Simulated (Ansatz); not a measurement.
## Run report: AlNi3, geometry relaxation (part 2 of 2)

The same run, continued: AlNi3 (Pm-3m, 4 atoms in the cell); DFT r2SCAN, scalar-relativistic, plane waves, PAW, spin-polarised (Ansatz 0.2.0); cutoff 500 eV, 6×6×6 k-mesh, Gaussian smearing of 0.1 eV, collinear spins. The structure was made by swapping elements on the sites of another compound; it need not be a known phase. It belongs to a series of runs on one base structure; here: In -> Al, Pt -> Ni on all its sites, cell and atoms relaxed.

Geometry of the input (Å; fractional positions):
```
3.7301  0.0000  0.0000
0.0000  3.7301  0.0000
0.0000  0.0000  3.7301
Al 0.0000  0.0000  0.0000
Ni 0.5000  0.5000  0.0000
Ni 0.0000  0.5000  0.5000
Ni 0.5000  0.0000  0.5000
```

## Output, continued
```
Crystal: 4 atoms, lattice volume = 43.924 Å³
Basis set: ecut = 500 eV, 1141 PW (Γ), exchange–correlation on 120×120×120 points (64 copies of the dense FFT grid, shifted against one another)
eigensolver tolerance schedule calibrated: the retry pair's looser diagonalisation under-reported the residual by θ = 0.29 (0.13/decade); ethr = c·dr2/N_el runs at the constant in force after the calibration composes with the one it found (an armed cap, an earlier calibration), c = 6.2e-2
preconditioner: auto → none  [metal: Δε(μ)=0.017 eV  Ē_g=8.034 eV  σ=0.100 eV  W_gap=0.10  n_scr=6 (ndim 8)  ℏωp=32.2 eV  f_vac=0.003  D(μ)=1.45/eV (n_scr^D=6)]
SCF 4 converged in 10 iterations: F = -18077.991108 eV  dr2 = 8.29e-9
  greatest PAW one-centre occupation: 1.001 electrons in one spin orbital (limit 2), on the Ni atom at site 1 (counted from 0), in its partial waves of l = 1
relax step   4: F+E_penalty+E_count = -18077.99110843 eV  Δ(F+E_penalty+E_count) = -5.988e-3 eV  max|allowed force component| = 1.124e-29 eV/Å  Δτ_max = 0.0000 Å  P = -0.237 GPa  Ω = 43.924 Å³  energy of the carried Pulay correction = +7.322e-3 eV  (10 SCF iters, dr2 threshold 4.00e-7 eV, accepted)
Basis set: ecut = 500 eV, 1141 PW (Γ), exchange–correlation on 108×108×108 points (64 copies of the dense FFT grid, shifted against one another)
Initial wavefunctions: pseudopotential atomic-orbital guess (no wavefunctions were taken with the density)
iter 1 solved again at ethr=5.45e-7 eV; its pass at ethr=3.10e-3 eV (dr2=3.10e-4 eV) is discarded
SCF iter   1: F=—  HF=-18077.987250 eV  |F-HF|=—  |Δ(HF+E_count)|=         —  Δρ=4.89e-4 (↑4.18e-4 ↓4.89e-4)  dr2=2.30e-4  dr2_τ=6.34e-6  dr2_m=8.72e-7  M=0.860 μB ∫|m|=1.360 μB  β_m=1.00  ethr=5.45e-7  ⟨swp⟩=3.0  Hψ=9063  notcnv=0
preconditioner: auto → none  [metal: Δε(μ)=0.020 eV  Ē_g=8.024 eV  σ=0.100 eV  W_gap=0.11  n_scr=6 (ndim 8)  ℏωp=32.2 eV  f_vac=0.002  D(μ)=1.46/eV (n_scr^D=6)]
SCF iter   2: F=—  HF=-18077.987153 eV  |F-HF|=—  |Δ(HF+E_count)|=   9.73e-5  Δρ=2.07e-4 (↑1.62e-4 ↓2.07e-4)  dr2=2.67e-5  dr2_τ=1.01e-6  dr2_m=3.78e-7  M=0.861 μB ∫|m|=1.361 μB  β_m=1.00  ethr=4.04e-7  ⟨swp⟩=2.0  Hψ=2003  notcnv=0  κ⁻¹=1.0e0(r=1)
SCF iter   3: F=—  HF=-18077.987178 eV  |F-HF|=—  |Δ(HF+E_count)|=   2.57e-5  Δρ=7.79e-5 (↑7.54e-5 ↓7.79e-5)  dr2=1.84e-6  dr2_τ=2.10e-7  dr2_m=1.32e-7  M=0.860 μB ∫|m|=1.361 μB  β_m=1.00  ethr=4.68e-8  ⟨swp⟩=1.6  Hψ=1940  notcnv=0  κ⁻¹=1.3e-2(r=2)
SCF iter   4: F=—  HF=-18077.987204 eV  |F-HF|=—  |Δ(HF+E_count)|=   2.62e-5  Δρ=6.13e-5 (↑6.13e-5 ↓5.75e-5)  dr2=1.38e-6  dr2_τ=1.19e-7  dr2_m=1.52e-8  M=0.860 μB ∫|m|=1.360 μB  β_m=1.00  ethr=3.22e-9  ⟨swp⟩=2.0  Hψ=2534  notcnv=0  κ⁻¹=1.7e-3(r=3)
SCF iter   5: F=—  HF=-18077.987247 eV  |F-HF|=—  |Δ(HF+E_count)|=   4.28e-5  Δρ=6.03e-5 (↑4.01e-5 ↓6.03e-5)  dr2=3.59e-6  dr2_τ=9.84e-9  dr2_m=4.84e-8  M=0.860 μB ∫|m|=1.360 μB  β_m=1.00  ethr=2.43e-9  ⟨swp⟩=2.1  Hψ=2556  notcnv=0  κ⁻¹=9.2e-4(r=4)
SCF iter   6: F=—  HF=-18077.987260 eV  |F-HF|=—  |Δ(HF+E_count)|=   1.28e-5  Δρ=2.64e-5 (↑1.99e-5 ↓2.64e-5)  dr2=5.95e-7  dr2_τ=7.87e-9  dr2_m=7.39e-9  M=0.860 μB ∫|m|=1.360 μB  β_m=1.00  ethr=2.43e-9  ⟨swp⟩=2.0  Hψ=2076  notcnv=0  κ⁻¹=2.3e-4(r=5)
SCF iter   7: F=—  HF=-18077.987271 eV  |F-HF|=—  |Δ(HF+E_count)|=   1.13e-5  Δρ=2.11e-5 (↑1.24e-5 ↓2.11e-5)  dr2=2.31e-7  dr2_τ=3.69e-9  dr2_m=1.34e-8  M=0.860 μB ∫|m|=1.359 μB  β_m=1.00  ethr=1.04e-9  ⟨swp⟩=2.1  Hψ=2095  notcnv=0  κ⁻¹=3.2e-5(r=6)
SCF iter   8: F=—  HF=-18077.987281 eV  |F-HF|=—  |Δ(HF+E_count)|=   1.01e-5  Δρ=1.11e-5 (↑4.14e-6 ↓1.11e-5)  dr2=4.74e-8  dr2_τ=1.64e-10  dr2_m=6.84e-9  M=0.859 μB ∫|m|=1.358 μB  β_m=1.00  ethr=4.05e-10  ⟨swp⟩=2.9  Hψ=2810  notcnv=0  κ⁻¹=4.6e-6(r=7)
SCF iter   9: F=—  HF=-18077.987282 eV  |F-HF|=—  |Δ(HF+E_count)|=   8.58e-7  Δρ=3.44e-6 (↑2.92e-6 ↓3.44e-6)  dr2=2.46e-9  dr2_τ=5.48e-11  dr2_m=1.27e-9  M=0.859 μB ∫|m|=1.358 μB  β_m=1.00  ethr=8.32e-11  ⟨swp⟩=2.2  Hψ=2566  notcnv=0  κ⁻¹=2.5e-6(r=8)
SCF iter  10: F=—  HF=-18077.987282 eV  |F-HF|=—  |Δ(HF+E_count)|=   2.25e-7  Δρ=6.66e-7 (↑6.66e-7 ↓4.33e-7)  dr2=1.77e-10  dr2_τ=1.94e-12  dr2_m=1.44e-11  M=0.859 μB ∫|m|=1.358 μB  β_m=1.00  ethr=4.31e-12  ⟨swp⟩=3.2  Hψ=3556  notcnv=0  κ⁻¹=7.4e-7(r=8)
SCF iter  11: F=—  HF=-18077.987282 eV  |F-HF|=—  |Δ(HF+E_count)|=   4.95e-9  Δρ=5.89e-7 (↑5.89e-7 ↓2.82e-7)  dr2=1.70e-10  dr2_τ=4.01e-13  dr2_m=1.81e-11  M=0.859 μB ∫|m|=1.358 μB  β_m=1.00  ethr=1.00e-12  ⟨swp⟩=2.0  Hψ=2498  notcnv=0  κ⁻¹=4.7e-7(r=8)
SCF iter  12: F=—  HF=-18077.987282 eV  |F-HF|=—  |Δ(HF+E_count)|=   3.10e-9  Δρ=1.39e-7 (↑1.39e-7 ↓1.17e-7)  dr2=6.08e-12  dr2_τ=1.50e-13  dr2_m=2.28e-12  M=0.859 μB ∫|m|=1.358 μB  β_m=1.00  ethr=1.00e-12  ⟨swp⟩=2.0  Hψ=2529  notcnv=0  κ⁻¹=5.8e-7(r=8)
SCF iter  13: F=-18077.987282 eV  HF=-18077.987282 eV  |F-HF|=2.26e-10  |Δ(HF+E_count)|=   1.36e-9  Δρ=5.27e-7 (↑3.43e-7 ↓5.27e-7)  dr2=2.35e-10  dr2_τ=3.16e-13  dr2_m=3.67e-12  M=0.859 μB ∫|m|=1.358 μB  ethr=1.00e-12  ⟨swp⟩=2.6  Hψ=4767  notcnv=0
SCF 5 converged in 13 iterations: F = -18077.987282 eV  dr2 = 2.35e-10
relax step   5: F+E_penalty+E_count = -18077.98728250 eV  Δ(F+E_penalty+E_count) = +3.826e-3 eV  max|allowed force component| = 1.420e-29 eV/Å  Δτ_max = 0.0000 Å  P = -0.369 GPa  Ω = 43.924 Å³  stress off target by 3.69e-1 GPa  SCF on the basis re-selected at this cell (its energy is not comparable with the rows above)  (13 SCF iters)
```

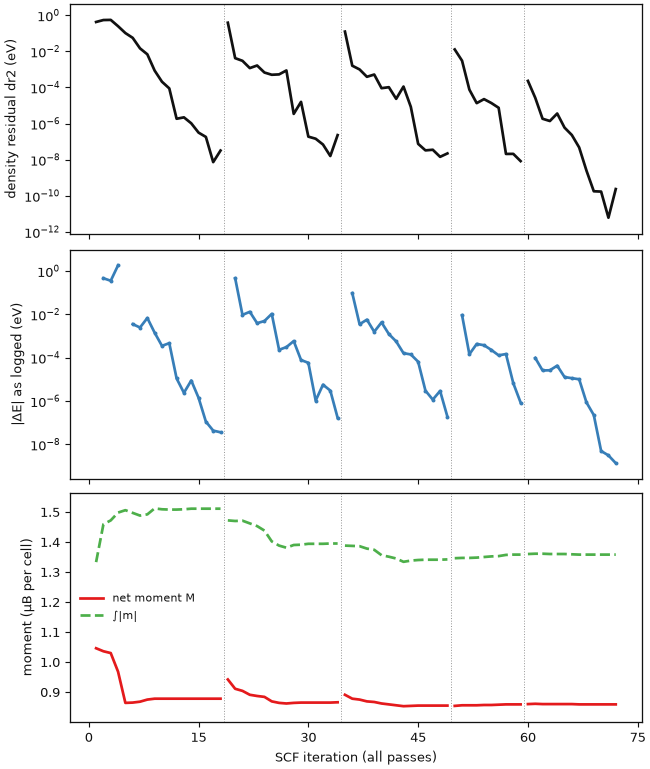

Figure 1. Convergence of the self-consistent field: density residual dr2, size of the energy change and magnetic moment against the SCF iteration. The dotted lines part the SCF passes of the relaxation: geometry steps, rejected trials and re-solves on a re-selected basis. The 5 passes take 10 to 18 iterations each, 72 in all. The net moment goes from 1.0 to 0.9 μB per cell.

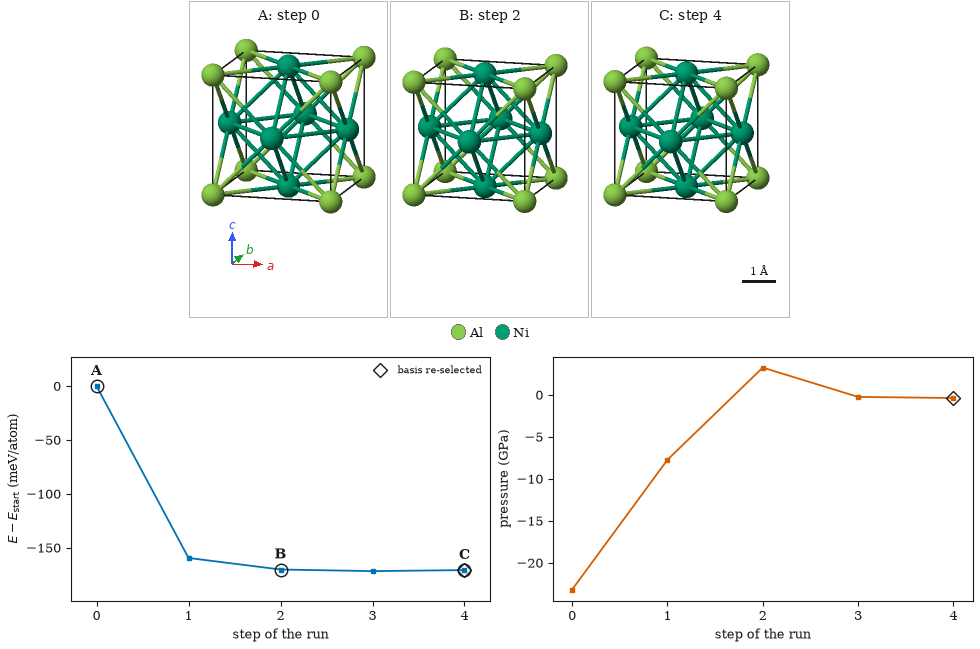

Figure 2. Frames of the relaxation (ball-and-stick view of the cell of the calculation, seen slightly off an axis) above the curves, on which the letters mark them (the first geometry is step 0 here and step 1 in the log).

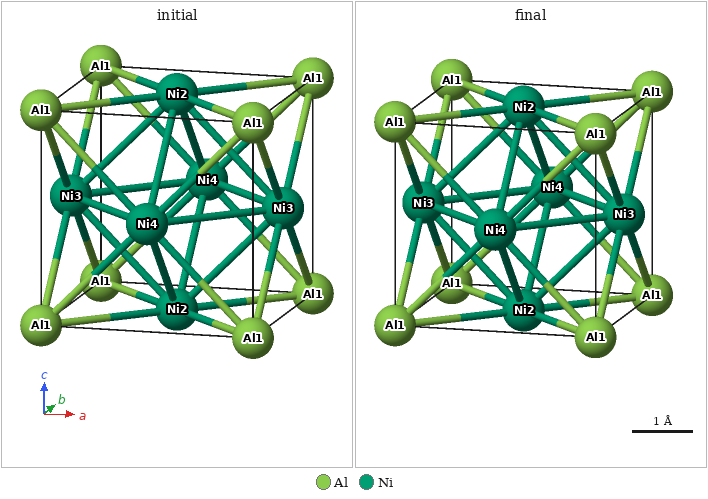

Figure 3. Before (left) and after (right) the relaxation, at one scale (ball-and-stick view of the cell of the calculation, seen slightly off an axis). The atoms keep their places relative to the cell (all moves are under 0.005 Å). The drawn cell changes as follows: a = b = c 3.730 → 3.528 Å (−5.4 %); the volume changes by −15.4 %. Among the contacts that change: Ni2–Ni3 2.638 → 2.495 Å, Al1–Ni2 2.638 → 2.495 Å. The space group stays Pm-3m (No. 221). Over 3 geometry steps the energy falls by 172 meV per atom. All forces vanish by symmetry, so only the cell relaxes. Pressure: −23.19 GPa at the start and −0.37 GPa at the end. A last SCF at the same geometry on a re-selected plane-wave basis shifts the energy by +1.0 meV per atom. (Atoms are counted from 1 in the order of the input.)

```
basis re-selected at this cell: Δ(F+E_penalty+E_count) = +3.826e-3 eV, ΔP = -0.132 GPa vs the last step (what re-selecting the basis moved, of the pressure what is left beyond the Pulay correction that the steps carried, after the strain that the cell walked since its last selection, with what the two solves' SCF thresholds leave and, on support functions, any second-order correction that the steps lacked; it is no measure of the basis error at this ecutwfc). The dense FFT grid was sized anew with the basis: this SCF ran on 27×27×27 points, the steps before it on 30×30×30, so part of this shift can come from that change (see relax.cell in the input reference). This SCF's stress stands 3.69e-1 GPa from its target on what of the cell is left free (relax.cell.stress_tol is 5.00e-1 GPa) and its largest allowed force component is 1.42e-29 eV/Å (relax.f_tol is 5.00e-2 eV/Å): within both
SCF converged after 13 iterations
Stability not checked: this state was not tested for a lower state beside it, because the mixer in use, unlike msr1, does not test its closes by its own steps (another_mixer; see scf.mixing.algorithm and scf.lower_state_search)
Magnetization: 0.8593 μB (28.9297 up, 28.0703 down)
Absolute magnetization: 1.3571 μB (∫|ρ↑−ρ↓|, with the PAW one-centre terms)
Spin contamination: 0.0415 ħ² per cell (⟨S²⟩ above its minimum at these occupations)
Per-site moments (μB) at R_I (Å): [(-0.03682000611351655, 1.029142029486801), (0.3536803073655592, 1.029142029486801), (0.35368030736555983, 1.029142029486801), (0.35368030736555883, 1.029142029486801)]
Free energy (F): -18077.987282 eV
Harris-Foulkes:  -18077.987282 eV  (|F-HF|=2.26e-10)
Internal energy: -18077.980014 eV  (E = F + TS)
E sigma→0 (E₀):  -18077.983648 eV
Entropy (-TS):   -0.007268 eV (-1.817 meV/atom)
Fermi energy:    16.261941 eV
--- Per-component energies (eV) ---
  E_band       = -983.887922
  E_kinetic    = 877.503768
  E_local      = -11907.625154  (includes V_loc(G=0)·N_el)
  E_nonlocal   = 1930.744942
  E_hartree    = 5081.836966
  E_xc         = -275.927372
  E_vxc        = -387.117509  (∫ρ·V_xc dr)
  E_paw        = -5407.860594  (= ΣΔE_a)
  E_vpaw       = -1689.204874  (= ΣTr[D̂ρ^β])
  E_aug_tail   = 0.000683  (compensation charges beyond the density's cutoff)
  E_vtau       = 28.134096  (kinetic-family band-sum trace: ∫τ·v_τ [+ j·A + Jᵃ·Aᵃ] dr)
  E_ewald      = -8375.692939
  E_core_change = -0.960314  (= ΣΔE_core)
  E_smearing   = -0.007268  (= −TS)
  E_closure    = 0.000000  (closes the sum)
  Σ components = -18077.987282   (vs F -18077.987282, Δ=0.00e0)
--- Forces (eV/Å), atoms counted from 1 ---
  atom   1  Al    -0.00000000     0.00000000    -0.00000000
  atom   2  Ni    -0.00000000    -0.00000000    -0.00000000
  atom   3  Ni     0.00000000    -0.00000000    -0.00000000
  atom   4  Ni     0.00000000    -0.00000000     0.00000000
  max |Σ_I F_I| component: 1.89e-29 eV/Å
--- Stress (GPa, compression-positive) ---
       -0.368561       0.000000      -0.000000
        0.000000      -0.368561       0.000000
       -0.000000       0.000000      -0.368561
  P = ⅓ Tr σ = -0.3686 GPa (-3.686 kbar)
--- Band table (eV; the first three rows and the last of 40) ---
  k-point 0 ↑: bands = ["-90.8232", "-90.7898", "-90.7898", "-49.8097", "-49.8097", "-49.8097", "-49.6843", "-49.6843", "-49.6843", "-49.6537", "-49.6537", "-49.6537", "5.5674", "11.4501", "12.1508", "12.1508", "12.4839", "12.4839", "12.4839", "14.5698", "14.5698", "14.5698", "15.4135", "15.4135", "15.7508", "15.8596", "15.8596", "15.8596", "17.0990", "17.0990", "17.0990", "23.0418", "23.0418", "24.1706", "29.3391"]
  k-point 1 ↑: bands = ["-90.8212", "-90.7918", "-90.7898", "-49.8046", "-49.8046", "-49.8008", "-49.6860", "-49.6860", "-49.6847", "-49.6635", "-49.6571", "-49.6571", "5.9279", "11.5166", "11.9578", "12.3719", "12.5474", "12.5474", "12.5632", "14.3830", "14.3830", "14.4835", "15.1995", "15.3439", "15.3439", "15.4143", "15.6256", "15.8599", "15.9380", "18.0727", "18.0727", "23.0035", "23.7320", "25.5555", "27.5013"]
  k-point 2 ↑: bands = ["-90.8161", "-90.7968", "-90.7897", "-49.7933", "-49.7933", "-49.7776", "-49.6913", "-49.6913", "-49.6886", "-49.6855", "-49.6631", "-49.6631", "6.9712", "10.5409", "12.1023", "12.7067", "12.7067", "12.7486", "12.9191", "13.9870", "13.9870", "14.2839", "14.4749", "14.8742", "14.8742", "15.0632", "15.2155", "15.4747", "15.8605", "19.8506", "19.8506", "22.9066", "24.2270", "24.6194", "24.6194"]
  k-point 19 ↓: bands = ["-90.1808", "-90.1808", "-90.1808", "-49.2156", "-49.2156", "-49.2156", "-49.1653", "-49.0832", "-49.0832", "-49.0832", "-48.9698", "-48.9698", "10.1866", "12.2026", "12.2026", "12.2026", "13.7644", "13.7644", "13.7644", "14.3820", "14.3820", "14.3820", "14.7922", "14.7922", "14.7922", "15.2133", "15.2133", "15.7172", "16.4889", "16.4889", "16.4889", "20.1475", "20.7901", "20.7901", "20.7901"]
--- Relaxed structure (4 steps of the walk, 4 accepted, 1 SCFs on fresh bases) ---
  F+E_penalty+E_count = -18077.98728250 eV   max|allowed force component| = 1.420e-29 eV/Å   (the final SCF, on the basis selected at the relaxed cell)
  cell:  # Å, volume = 43.9237 Å³
    - [3.528306947171892, -2.0583376280638583e-33, -6.419766481290786e-34]
    - [-2.700314276192937e-33, 3.528306947171892, 1.9259299443872356e-34]
    - [-5.7777898331617076e-34, 6.419766481290786e-35, 3.528306947171892]
  atoms:
    - { symbol: Al, position: [-1.6952698664103363e-33, 1.135916864802845e-33, 1.3768689270337506e-34] }
    - { symbol: Ni, position: [0.5, 0.5, -6.884344635168289e-35] }
    - { symbol: Ni, position: [1.1273114340092938e-33, 0.5, 0.5] }
    - { symbol: Ni, position: [0.5, -7.57277909868494e-34, 0.5] }
--- Löwdin populations: 4 sites ---
  site symbol       q [e]    m [muB]
     0     Al      3.5669    -0.1117
     1     Ni     17.6170     0.3487
     2     Ni     17.6170     0.3487
     3     Ni     17.6170     0.3487
  spilling = 0.010214 (of n_electrons = 57.000000)
```

## Trajectory as extended XYZ (Å, eV, eV/Å), 5 frames, from step=1 to step=5
```
4
Lattice="3.7301 0.0000 0.0000 0.0000 3.7301 0.0000 0.0000 0.0000 3.7301" Properties=species:S:1:pos:R:3:forces:R:3 step=1 energy=-18077.30451 pressure_GPa=-23.19
Al    0.0000    0.0000    0.0000    0.0000   0.0000   0.0000
Ni    1.8650    1.8650    0.0000    0.0000   0.0000   0.0000
Ni    0.0000    1.8650    1.8650    0.0000   0.0000   0.0000
Ni    1.8650    0.0000    1.8650    0.0000   0.0000   0.0000
4
Lattice="3.5765 0.0000 0.0000 0.0000 3.5765 0.0000 0.0000 0.0000 3.5765" Properties=species:S:1:pos:R:3:forces:R:3 step=2 energy=-18077.94232 pressure_GPa=-7.73
Al    0.0000    0.0000    0.0000    0.0000   0.0000   0.0000
Ni    1.7883    1.7883    0.0000    0.0000   0.0000   0.0000
Ni    0.0000    1.7883    1.7883    0.0000   0.0000   0.0000
Ni    1.7883    0.0000    1.7883    0.0000   0.0000   0.0000
4
Lattice="3.5088 0.0000 0.0000 0.0000 3.5088 0.0000 0.0000 0.0000 3.5088" Properties=species:S:1:pos:R:3:forces:R:3 step=3 energy=-18077.98512 pressure_GPa=3.25
Al    0.0000    0.0000    0.0000    0.0000   0.0000   0.0000
Ni    1.7544    1.7544    0.0000    0.0000   0.0000   0.0000
Ni    0.0000    1.7544    1.7544    0.0000   0.0000   0.0000
Ni    1.7544    0.0000    1.7544    0.0000   0.0000   0.0000
4
Lattice="3.5283 0.0000 0.0000 0.0000 3.5283 0.0000 0.0000 0.0000 3.5283" Properties=species:S:1:pos:R:3:forces:R:3 step=4 energy=-18077.99111 pressure_GPa=-0.24
Al    0.0000    0.0000    0.0000    0.0000   0.0000   0.0000
Ni    1.7642    1.7642    0.0000    0.0000   0.0000   0.0000
Ni    0.0000    1.7642    1.7642    0.0000   0.0000   0.0000
Ni    1.7642    0.0000    1.7642    0.0000   0.0000   0.0000
4
Lattice="3.5283 0.0000 0.0000 0.0000 3.5283 0.0000 0.0000 0.0000 3.5283" Properties=species:S:1:pos:R:3:forces:R:3 step=5 energy=-18077.98728 pressure_GPa=-0.37
Al    0.0000    0.0000    0.0000    0.0000   0.0000   0.0000
Ni    1.7642    1.7642    0.0000    0.0000   0.0000   0.0000
Ni    0.0000    1.7642    1.7642    0.0000   0.0000   0.0000
Ni    1.7642    0.0000    1.7642    0.0000   0.0000   0.0000
```

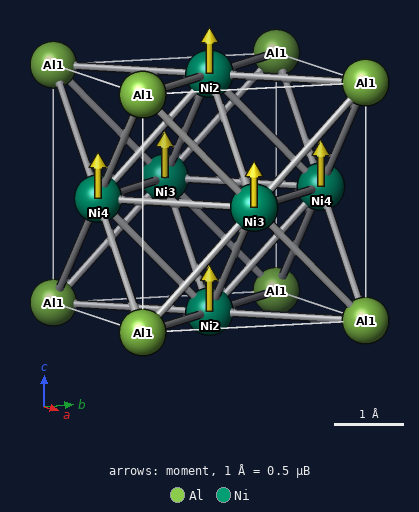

Figure 4. Magnetic moments of the sites as yellow arrows (ball-and-stick view of the cell of the calculation, seen slightly off an axis; atoms are numbered from 1 in the order of the input); small moments hardly show. The run is collinear, so the axis drawn is arbitrary. Site moments: all 3 Ni atoms (0.35 μB). They are counted near the atoms and needn't add up to the moment of the cell.
